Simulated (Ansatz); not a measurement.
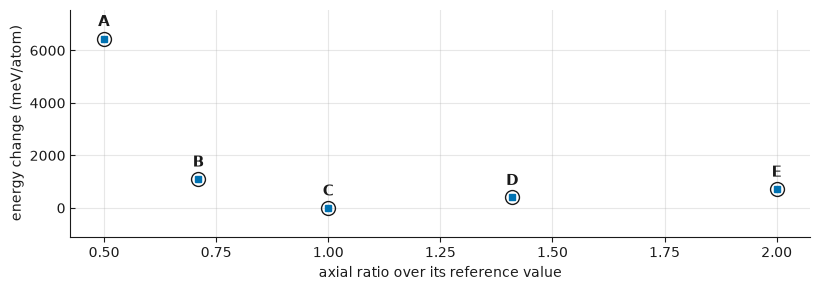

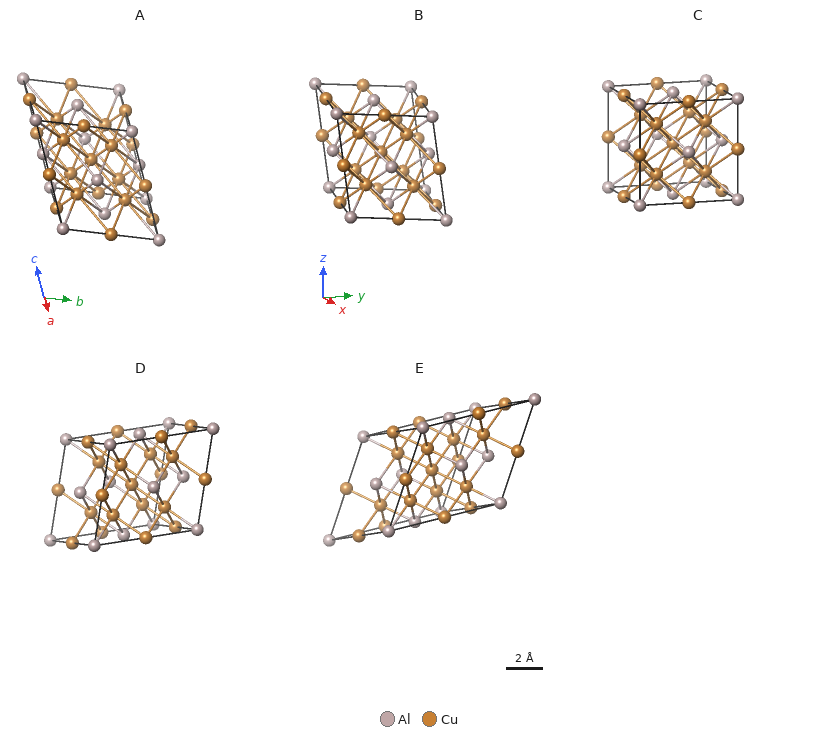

Energy scan for crystalline AlCu$_{3}$ (Fm-3m), in which the ratio of the cell's length along [111] to its lengths across, counted as 1 for the reference, is changed at fixed volume (a trigonal path), with the atoms kept at their fractional coordinates. x, y and z are the Cartesian axes of the input. The lettered frames are marked on the plot. The picture is a ball-and-stick view of the conventional cell (4 times the calculation's cell), seen slightly off an axis. Lengths and directions refer to the drawn axes.

Theory: DFT r2SCAN, scalar-relativistic, plane waves, PAW in Ansatz 0.2.0. Settings: plane-wave cutoff 500 eV; k-point mesh 16 × 16 × 16; occupations gaussian; smearing width 0.15 eV; no spin polarisation. Energies (free energies at the smearing named) are counted from the relaxed crystal.

Question: Read off the main features of the energy profile.

Answer: The lowest computed point lies at the relative ratio 1.00 (0 meV/atom). The end points stand at 6453 meV/atom (0.50) and 718 meV/atom (2.00). The distortion takes the space group from Fm-3m to R-3m. At the relative ratio 2.00 the cell of the drawing goes a 5.781 → 6.489 Å, b 5.781 → 6.489 Å, c 5.781 → 6.489 Å, α 90.0° → 60.0°, β 90.0° → 60.0°, γ 90.0° → 60.0°.
